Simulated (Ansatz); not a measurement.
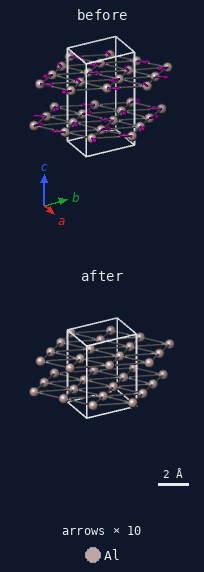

The structure of solid Al (built on the random type) (coarse preliminary run) before (top) and after (bottom) a relaxation, at one scale. The purple arrows give the displacements (the part carried along by the change of the cell is left out), 10 times their true length.

A ball-and-stick model of the cell of the calculation, seen slightly off an axis.

Case: random cell with space group P6_3/mcm (No. 193).

These are results of DFT PBE, scalar-relativistic, plane waves, PAW (Ansatz), not measurements. Settings: plane-wave cutoff 420 eV; k-point mesh 6 × 6 × 4; occupations gaussian; smearing width 0.1 eV; no spin polarisation; cell and atoms relaxed; force threshold 0.04 eV/Å; at most 70 steps.

**What changed between the two?**

The largest moves relative to the cell, 0.100 Å, are those of Al atoms. Cell: a = b 4.667 → 4.810 Å (+3.1 %), c 6.452 → 5.003 Å (−22.5 %). Volume −17.6 %. Among the contacts that change: Al–Al 2.526 → 2.777 Å, Al–Al 2.782 → 2.777 Å. Bond angles that change, for instance: Al–Al–Al 114.0° → 120.0°, Al–Al–Al 174.0° → 180.0°, Al–Al–Al 63.0° → 60.0°. The space group (tolerance 0.01 Å) goes from P6_3/mcm (No. 193) to P6_3/mmc (No. 194). Over 7 accepted moves (9 points after the start) the energy falls by 2.021 eV per cell of the calculation. Largest force component: 1.3 eV/Å at the start, 0.0001 eV/Å at the end. Pressure: 0.40 GPa at the start and 0.22 GPa at the end. The line search rejected the trial step at point 6 of the run. At 1 point the geometry stayed and the basis and grid were re-selected for the new cell (energy shift of 0.4 meV per cell of the calculation at most each time).
